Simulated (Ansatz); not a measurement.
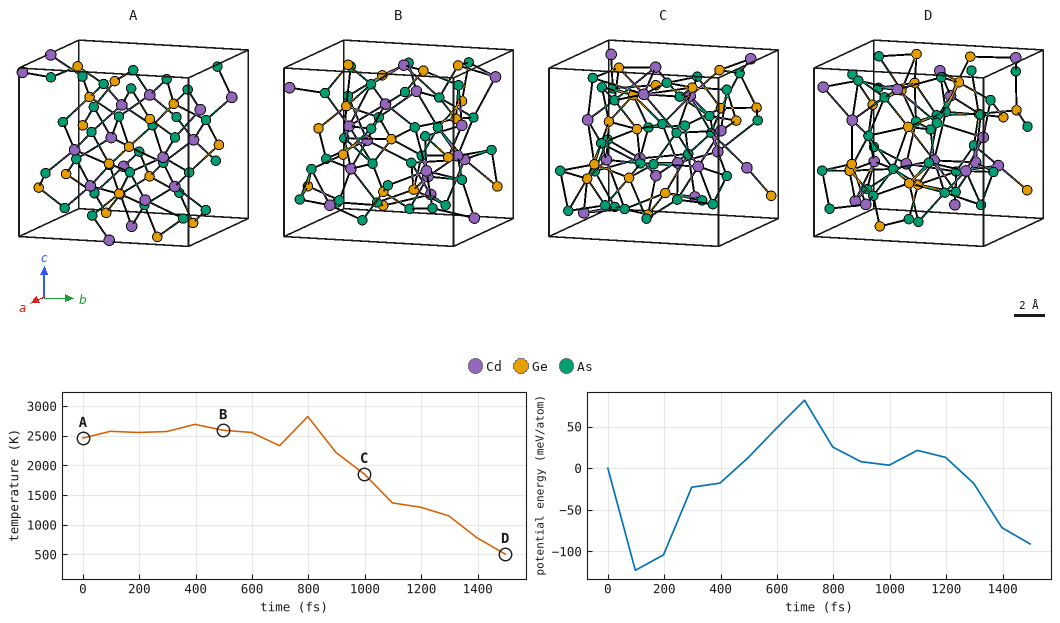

A Born-Oppenheimer molecular dynamics run of an amorphous cell of composition Cd$_{16}$Ge$_{16}$As$_{32}$ (64 atoms in the cell), 1.50 ps long. Frames (A at 0 fs, B at 498 fs, C at 998 fs, D at 1.50 ps) and the history of the run. Style: ball-and-stick. Shown: the simulation cell, slightly off an axis. Atoms that leave the cell re-enter on the other side. Bonds to atoms that aren't drawn are left out.

These are results of Ansatz 0.2.0, DFT, PBEsol, PAW, plane waves, not measurements. Set-up: plane-wave cutoff 420 eV; k-point mesh 1 × 1 × 1; Fermi-Dirac smearing 0.01 eV; Langevin thermostat (NVT); set temperature 2500 K, then 2500 K at the end of 300 steps, then to 300 K over 300 steps; time step 2.5 fs.

**What happens in this trajectory?**

Under the programmed temperature the kinetic temperature goes from 2518 K (first eighth) to 644 K (last eighth), with a peak of 2824 K. That is well off the final set point of 300 K. The potential energy in the second half lies on average 13.7 meV per atom below the first frame. In the second half of the run the atoms are, in the root-mean-square, this far from where they began (common drift taken out): As 2.06 Å, Ge 2.03 Å, Cd 1.76 Å. That is a large part of the typical shortest distance between atoms in the first frame, about 2.3 Å and still growing: the atoms leave their places as in a liquid.

Limits of the set-up: the program's low-accuracy preset was used.

Cost: 7.5 min on 1 × NVIDIA GB300 Max-Q with 8 threads of Arm Neoverse-V2, peak memory 2.5 GiB.
